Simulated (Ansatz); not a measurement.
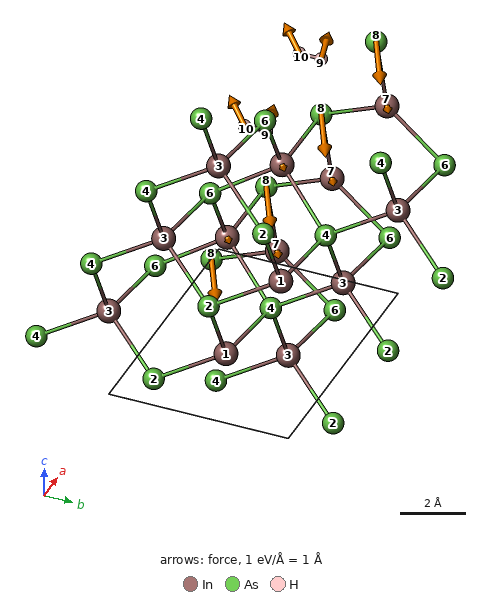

Starting geometry of a slab of composition In2As2H (cut from the F-43m phase) with the computed forces as orange arrows. A ball-and-stick model of the 2 × 1 repeat of the cell, outlined in the plane, without the vacuum, seen from a free direction.

Case: H2 put at a top As site. The slab is the (1 1 0) face of InAs with H2 on it. 4 atoms are held fixed.

These are results of DFT PBEsol, scalar-relativistic, plane waves, PAW in Ansatz 0.2.0, not measurements.

The input:
```yaml
crystal:
  lattice:
    - [4.3044884345, 0.0, 0.0]
    - [0.0, 6.0874659231, 0.0]
    - [0.0, 0.0, 25.4567326517]
  atoms:
    - { symbol: In, position: [0.5, 0.5, 0.3338998809] }
    - { symbol: As, position: [0.0, 0.25, 0.3338998809] }
    - { symbol: In, position: [0.0, 0.0, 0.4184450677] }
    - { symbol: As, position: [0.5, 0.75, 0.4184450677] }
    - { symbol: In, position: [0.5, 0.5069416486, 0.5076704862] }
    - { symbol: As, position: [0.0, 0.2589646902, 0.5027477949] }
    - { symbol: In, position: [0.0, -0.0614638725, 0.5698342535] }
    - { symbol: As, position: [0.5, 0.7253852633, 0.5973610945] }
    - { symbol: H, position: [0.5, 0.7253852633, 0.6798540062] }
    - { symbol: H, position: [0.5032156897, 0.6022022728, 0.6798540062] }
basis:
  ecutwfc: 420
kpoints:
  mp_grid: { grid: [7, 5, 1] }
hamiltonian:
  xc: pbesol
scf:
  occupations: { method: gaussian, width: 0.1 }
output:
  forces: true
  eigenvalues: true
relax:
  adjacent_minimum: "off"
  f_tol: 0.03
  max_steps: 70
  constraints: [{ sites: [0, 1, 2, 3] }]
efield:
  axis: 3
  dipole_correction: true
  ramp_width: 0.04
```

Command:
```bash
ansatz run input.yaml --threads 4 --pin off --max-ram 10240MiB --backend cpu --events-out ev --progress --plain --runs-dir out
```

Is this structure relaxed? If not, where do the atoms go?

Answer. It isn't relaxed: the largest force vector, on As8, is 1.62 eV/Å. The final displacements follow the starting forces only in part (cosine between the two patterns 0.55). The energy falls by 0.809 eV per cell of the calculation in 16 accepted moves (22 points after the start). Largest force component: 1.6 eV/Å at the start, 0.0079 eV/Å at the end. The line search rejected the trial steps at points 9, 11, 16, 17, 21 of the run. 1 step only repeated the SCF at the same geometry. The forces were under the threshold at step 15, but the run went on from there. The atom that moves furthest is H10 (1.75 Å along the normal (+c)). Largest moves by element: H 1.75 Å, In 0.01 Å, As 0.01 Å. The cell stays as it was. Some distances before and after: As8–H9 2.100 → 3.132 Å, H9–H10 0.750 → 0.761 Å. Cost: 2.8 min on 4 threads of AMD EPYC 9R45 96-Core Processor (Zen 5), on a shared host, peak memory 1.8 GiB.

Limits of the set-up: the periodic images lie only 4.3 Å apart, so the values are limited by the cell's size.
